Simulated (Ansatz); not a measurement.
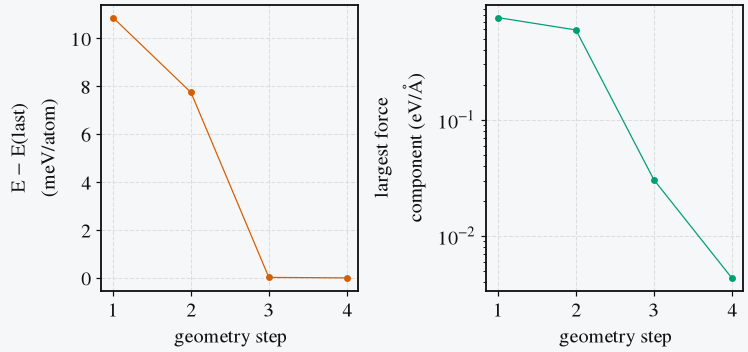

History of a geometry optimisation. Only the atoms move.

```
crystal:
  lattice:
    - [3.2212871913, 0.0, 0.0]
    - [-1.6106435956, 2.7897165405, 0.0]
    - [0.0, 0.0, 14.384510316]
  atoms:
    - { symbol: Mo, position: [0.6666666667, 0.3333333333, 0.75] }
    - { symbol: Mo, position: [0.3333333333, 0.6666666667, 0.25] }
    - { symbol: Se, position: [0.3333333333, 0.6666666667, 0.8654354935] }
    - { symbol: Se, position: [0.6666666667, 0.3333333333, 0.3654354935] }
    - { symbol: Se, position: [0.3333333333, 0.6666666667, 0.6345645065] }
    - { symbol: Se, position: [0.6666666667, 0.3333333333, 0.1345645065] }
basis:
  ecutwfc: 420
kpoints:
  mp_grid: { grid: [9, 9, 2] }
hamiltonian:
  xc: pbe
scf:
  occupations: { method: tetrahedron }
output:
  forces: true
  eigenvalues: true
  stress: true
relax:
  adjacent_minimum: "off"
  f_tol: 0.008
  max_steps: 40
```

Command:
```bash
ansatz run input.yaml --threads 1 --pin off --max-ram 2560MiB --backend cpu --events-out ev --progress --plain --runs-dir out
```

Q: How did it end, and what did it gain?

A: The optimisation met its thresholds at geometry 4, counting the start as the first. The energy fell by about 11 meV/atom from the first step to the last. The largest force component goes from about 0.76 eV/Å at the start to 4 × 10⁻³ eV/Å at the end.
